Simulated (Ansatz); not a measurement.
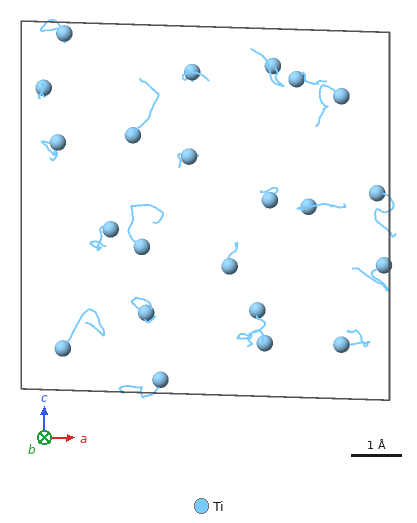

A Born-Oppenheimer molecular dynamics run of an amorphous cell of composition Ti (22 atoms in the cell), 195 fs long. It starts from the last geometry of an earlier run, with fresh velocities. Lines trace each atom's path, in the colour of its element; spheres stand at the starting positions. Seen along the b axis in the simulation cell.

Level of theory: Ansatz 0.2.0, DFT PBE, scalar-relativistic, plane waves, PAW. Settings: plane-wave cutoff 420 eV; k-point mesh 1 × 1 × 1; Fermi-Dirac smearing 0.181 eV; volume 1.04 times that of the relaxed crystal; set temperature 2100 K; time step 3 fs.

Question: Describe the motion.

Answer: Root-mean-square distances from the starting positions over the second half, with the common drift of all atoms taken out: Ti 0.62 Å. Against the typical shortest distance between atoms in the first frame, about 2.4 Å these are large excursions, but over 195 fs one can't yet tell strong vibration from the start of diffusion.

Limits of the set-up: the k-point mesh is coarse for a cell with partly filled bands; the periodic images lie only 7.3 Å apart, so the values are limited by the cell's size.

The run took 5.3 min on 2 threads of Arm Neoverse V1, on a shared host, peak memory 0.65 GiB.
